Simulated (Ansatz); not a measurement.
**Two runs on WS2**

System: WS2 (3 atoms in the cell).
Method of run A: DFT PBEsol, scalar-relativistic, plane waves, PAW, no spin polarisation (Ansatz 0.2.0).

The structure derives from a Materials Project entry. Text and figures count atoms from 1; the logs count them from 0 in places.

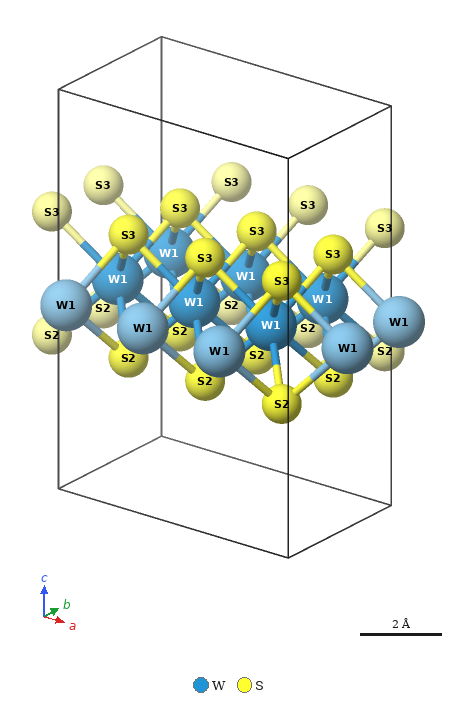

The structure as given in the input (ball-and-stick view of the 3 × 2 repeat of the cell, with the vacuum cut short, seen slightly off an axis; neighbours outside the cell are drawn fainter; atoms are numbered from 1 in the order of the input). An atom can appear more than once, as a periodic image. Near neighbours in the periodic cell (some may lie outside the picture): W has 6 S at 2.34 to 2.48 Å; S has 3 W at 2.34 to 2.48 Å.

### Input, run A
```yaml
crystal:
  lattice:
    - [3.1835163552, 0.0, 0.0]
    - [-1.5917581776, 2.7570060369, 0.0]
    - [0.0, 0.0, 16.95057789]
  atoms:
    - { symbol: W, position: [0.3251164394, 0.6666666667, 0.0] }
    - { symbol: S, position: [0.6902255216, 0.3333333333, 0.90799949] }
    - { symbol: S, position: [0.6902255216, 0.3333333333, 0.09200051] }
basis:
  ecutwfc: 420
kpoints:
  mp_grid: { grid: [12, 12, 2] }
hamiltonian:
  xc: pbesol
scf:
  occupations: { method: gaussian, width: 0.05 }
output:
  forces: true
  stress: true
  eigenvalues: true
```

Command:
```bash
ansatz run input.yaml --threads 2 --pin off --max-ram 5120MiB --backend cpu --events-out ev --progress --plain --runs-dir out
```

Hardware: 2 threads of Intel Xeon (Granite Rapids), 192 GiB of memory available, shared host.

### Output, shortened to warnings, some set-up lines, iterations and results (run A)
```
Basis set: ecut = 420 eV, 2937 PW (Γ), exchange–correlation on 48×48×240 points (8 copies of the dense FFT grid, shifted against one another)
Symmetry: 2 space group operations
k-points: 148 of 288 (time reversal used)
Initial density: superposition of atomic densities (neutral atoms: chi_scale 0, normalization atom), corrected by the library's trained network
[...]
SCF iter   1: F=—  HF=-12028.941323 eV  |F-HF|=—  |Δ(HF+E_count)|=         —  Δρ=5.55e-3  dr2=1.09e-1  ethr=1.77e-3  ⟨swp⟩=9.2  Hψ=18220  notcnv=0
SCF iter   2: F=—  HF=-12028.987579 eV  |F-HF|=—  |Δ(HF+E_count)|=   4.63e-2  Δρ=8.09e-3  dr2=3.65e-1  ethr=4.17e-4  ⟨swp⟩=3.3  Hψ=6189  notcnv=0  recentre
SCF iter   3: F=—  HF=-12028.928484 eV  |F-HF|=—  |Δ(HF+E_count)|=   5.91e-2  Δρ=1.99e-3  dr2=4.13e-3  ethr=4.17e-4  ⟨swp⟩=3.0  Hψ=4677  notcnv=0
SCF iter   4: F=—  HF=-12028.931729 eV  |F-HF|=—  |Δ(HF+E_count)|=   3.25e-3  Δρ=3.75e-4  dr2=1.17e-4  ethr=1.59e-5  ⟨swp⟩=2.1  Hψ=4726  notcnv=0
SCF iter   5: F=—  HF=-12028.931836 eV  |F-HF|=—  |Δ(HF+E_count)|=   1.06e-4  Δρ=1.26e-4  dr2=9.12e-6  ethr=4.49e-7  ⟨swp⟩=2.9  Hψ=5208  notcnv=0
SCF iter   6: F=—  HF=-12028.931823 eV  |F-HF|=—  |Δ(HF+E_count)|=   1.26e-5  Δρ=2.21e-5  dr2=8.36e-7  ethr=3.51e-8  ⟨swp⟩=2.2  Hψ=4418  notcnv=0
SCF iter   7: F=-12028.931823 eV  HF=-12028.931823 eV  |F-HF|=1.63e-8  |Δ(HF+E_count)|=   1.52e-7  Δρ=4.56e-6  dr2=2.23e-8  ethr=3.85e-10  ⟨swp⟩=9.6  Hψ=15178  notcnv=0
SCF 1 converged in 7 iterations: F = -12028.931823 eV  dr2 = 2.23e-8
SCF converged after 7 iterations
Free energy (F): -12028.931823 eV
Harris-Foulkes:  -12028.931823 eV  (|F-HF|=1.63e-8)
Internal energy: -12028.931823 eV  (E = F + TS)
E sigma→0 (E₀):  -12028.931823 eV
Fermi energy:    1.125898 eV
--- Per-component energies (eV) ---
  E_band       = -467.587863
  E_kinetic    = 665.453679
  E_local      = -12410.360812  (includes V_loc(G=0)·N_el)
  E_nonlocal   = 60.308528
  E_hartree    = 5884.196119
  E_xc         = -457.998146
  E_vxc        = -414.028485  (∫ρ·V_xc dr)
  E_paw        = -9604.466544  (= ΣΔE_a)
  E_vpaw       = -137.350147  (= ΣTr[D̂ρ^β])
  E_aug_tail   = -0.000060  (compensation charges beyond the density's cutoff)
  E_ewald      = 3833.589721
  E_core_change = 0.345691  (= ΣΔE_core)
  E_smearing   = -0.000000  (= −TS)
  E_closure    = -0.000000  (closes the sum)
  Σ components = -12028.931823   (vs F -12028.931823, Δ=0.00e0)
--- Forces (eV/Å), atoms counted from 1 ---
  atom   1  W      2.12661085     0.04988571     0.00000000
  atom   2  S     -1.06331312    -0.02494298    -0.00229517
  atom   3  S     -1.06331312    -0.02494298     0.00229517
  max |Σ_I F_I| component: 1.54e-5 eV/Å
--- Stress (GPa, compression-positive) ---
       -1.242625       0.743418       0.000000
        0.743418      -1.211392       0.000000
        0.000000       0.000000       0.007676
  P = ⅓ Tr σ = -0.8154 GPa (-8.154 kbar)
```

For run B the input was changed thus:
```diff
-    - { symbol: W, position: [0.3251164394, 0.6666666667, 0.0] }
-    - { symbol: S, position: [0.6902255216, 0.3333333333, 0.90799949] }
-    - { symbol: S, position: [0.6902255216, 0.3333333333, 0.09200051] }
+    - { symbol: W, position: [0.3497671212, 0.6666666667, 0.0] }
+    - { symbol: S, position: [0.6195489568, 0.3333333333, 0.90799949] }
+    - { symbol: S, position: [0.6195489568, 0.3333333333, 0.09200051] }
```

How does run B compare with run A?

With the same functional and potentials, run B lies 106.3 meV per atom higher. The gap on the mesh goes from 1.77 to 1.70 eV. The pressure goes from −0.82 to −0.03 GPa. The largest force goes from 2.127 to 4.156 eV/Å. The number of SCF iterations is the same.

### Output, shortened to warnings, some set-up lines, iterations and results (run B)
```
Basis set: ecut = 420 eV, 2937 PW (Γ), exchange–correlation on 48×48×240 points (8 copies of the dense FFT grid, shifted against one another)
Symmetry: 2 space group operations
k-points: 148 of 288 (time reversal used)
Initial density: superposition of atomic densities (neutral atoms: chi_scale 0, normalization atom), corrected by the library's trained network
[...]
SCF iter   1: F=—  HF=-12028.624480 eV  |F-HF|=—  |Δ(HF+E_count)|=         —  Δρ=5.62e-3  dr2=1.15e-1  ethr=1.77e-3  ⟨swp⟩=9.3  Hψ=18244  notcnv=0
SCF iter   2: F=—  HF=-12028.673200 eV  |F-HF|=—  |Δ(HF+E_count)|=   4.87e-2  Δρ=8.44e-3  dr2=3.95e-1  ethr=4.40e-4  ⟨swp⟩=3.4  Hψ=6251  notcnv=0  recentre
SCF iter   3: F=—  HF=-12028.610046 eV  |F-HF|=—  |Δ(HF+E_count)|=   6.32e-2  Δρ=2.08e-3  dr2=4.82e-3  ethr=4.40e-4  ⟨swp⟩=3.0  Hψ=4680  notcnv=0
SCF iter   4: F=—  HF=-12028.612945 eV  |F-HF|=—  |Δ(HF+E_count)|=   2.90e-3  Δρ=3.58e-4  dr2=1.18e-4  ethr=1.85e-5  ⟨swp⟩=2.2  Hψ=4801  notcnv=0
SCF iter   5: F=—  HF=-12028.613018 eV  |F-HF|=—  |Δ(HF+E_count)|=   7.28e-5  Δρ=1.23e-4  dr2=8.46e-6  ethr=4.54e-7  ⟨swp⟩=2.9  Hψ=5255  notcnv=0
SCF iter   6: F=—  HF=-12028.612997 eV  |F-HF|=—  |Δ(HF+E_count)|=   2.13e-5  Δρ=2.19e-5  dr2=5.71e-7  ethr=3.26e-8  ⟨swp⟩=2.0  Hψ=4318  notcnv=0
SCF iter   7: F=-12028.612997 eV  HF=-12028.612997 eV  |F-HF|=7.76e-9  |Δ(HF+E_count)|=   1.65e-7  Δρ=4.83e-6  dr2=2.35e-8  ethr=3.85e-10  ⟨swp⟩=9.4  Hψ=14931  notcnv=0
SCF 1 converged in 7 iterations: F = -12028.612997 eV  dr2 = 2.35e-8
SCF converged after 7 iterations
Free energy (F): -12028.612997 eV
Harris-Foulkes:  -12028.612997 eV  (|F-HF|=7.76e-9)
Internal energy: -12028.612997 eV  (E = F + TS)
E sigma→0 (E₀):  -12028.612997 eV
Fermi energy:    1.166120 eV
--- Per-component energies (eV) ---
  E_band       = -467.455549
  E_kinetic    = 666.220938
  E_local      = -12414.812717  (includes V_loc(G=0)·N_el)
  E_nonlocal   = 60.543976
  E_hartree    = 5886.123737
  E_xc         = -458.148149
  E_vxc        = -414.213805  (∫ρ·V_xc dr)
  E_paw        = -9604.560570  (= ΣΔE_a)
  E_vpaw       = -137.435651  (= ΣTr[D̂ρ^β])
  E_aug_tail   = -0.000055  (compensation charges beyond the density's cutoff)
  E_ewald      = 3835.674152
  E_core_change = 0.345691  (= ΣΔE_core)
  E_smearing   = -0.000000  (= −TS)
  E_closure    = -0.000000  (closes the sum)
  Σ components = -12028.612997   (vs F -12028.612997, Δ=0.00e0)
--- Forces (eV/Å), atoms counted from 1 ---
  atom   1  W     -4.15055677     0.20510212     0.00000000
  atom   2  S      2.07529354    -0.10255148    -0.38283492
  atom   3  S      2.07529354    -0.10255148     0.38283492
  max |Σ_I F_I| component: 3.03e-5 eV/Å
--- Stress (GPa, compression-positive) ---
       -0.739835      -1.548873       0.000000
       -1.548873      -0.624497       0.000000
        0.000000       0.000000       1.285838
  P = ⅓ Tr σ = -0.0262 GPa (-0.262 kbar)
```

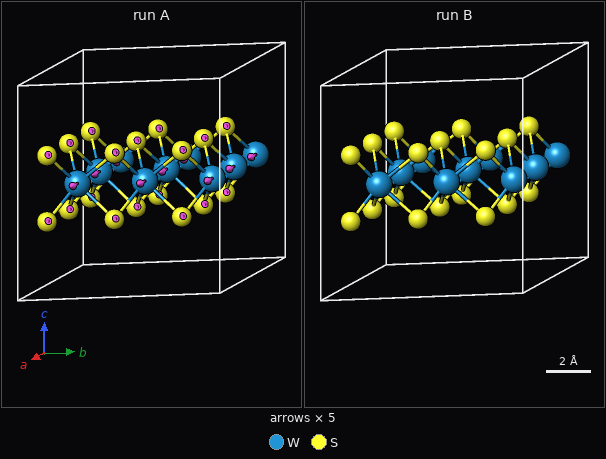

The two input geometries at one scale (ball-and-stick view of the 3 × 3 repeat of the cell, with the vacuum cut short, seen slightly off an axis). The pink arrows on the first give the shifts of the atoms relative to the cell, with their mean removed, magnified 5 times. The atom that moves furthest is the W atom (0.20 Å). By element the largest moves are W 0.20 Å, S 0.10 Å. (The mean shift of all atoms is removed.) The cell doesn't change. Among the contacts that change: S–W 2.345 → 2.549 Å, S–W 2.478 → 2.282 Å, S–W 2.413 → 2.419 Å.

### The two runs side by side

| quantity | run A | run B |
| --- | --- | --- |
| outcome | converged | converged |
| free energy per atom (eV) | −4009.6439 | −4009.5377 |
| gap on the mesh (eV) | 1.77 | 1.70 |
| pressure (GPa) | −0.82 | −0.03 |
| largest force (eV/Å) | 2.127 | 4.156 |
| SCF iterations | 7 | 7 |
| irreducible k-points | 148 | 148 |
| plane waves at Γ | 2937 | 2937 |
| wall time (shared host) | 7.1 s | 7.1 s |

For both runs: Spin–orbit coupling is left out, which matters for W.
